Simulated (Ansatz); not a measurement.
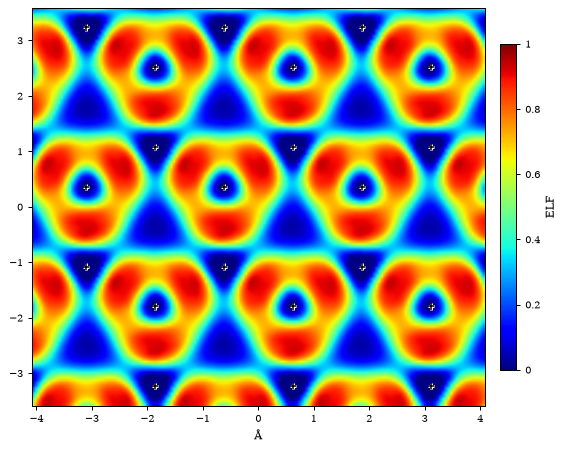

The ELF on a plane through atoms (crosses mark nuclei in the plane).

All numbers below come from Ansatz, DFT LDA, scalar-relativistic, plane waves, PAW.

Candidates:
A. BN, a = 2.49 Å, b = 2.49 Å, c = 6.49 Å, α = 90.00°, β = 90.00°, γ = 120.00°. Space group P6₃/mmc; a generated structure, not necessarily the stable one.
B. Al, a = 3.98 Å, b = 3.98 Å, c = 3.98 Å, α = 90.00°, β = 90.00°, γ = 90.00°. Space group Fm-3m; a generated structure, not necessarily the stable one; computed without spin polarisation.
C. HgTe, a = 6.45 Å, b = 6.45 Å, c = 6.45 Å, α = 90.00°, β = 90.00°, γ = 90.00°. Space group F-43m; a generated structure, not necessarily the stable one.

### Which candidate gave the map?

Candidate A: BN on the (001) plane of the conventional cell, which holds B and N. B–N (1.44 Å): the ELF peaks at about 0.95 between the atoms: a shared but strongly polarised pair.
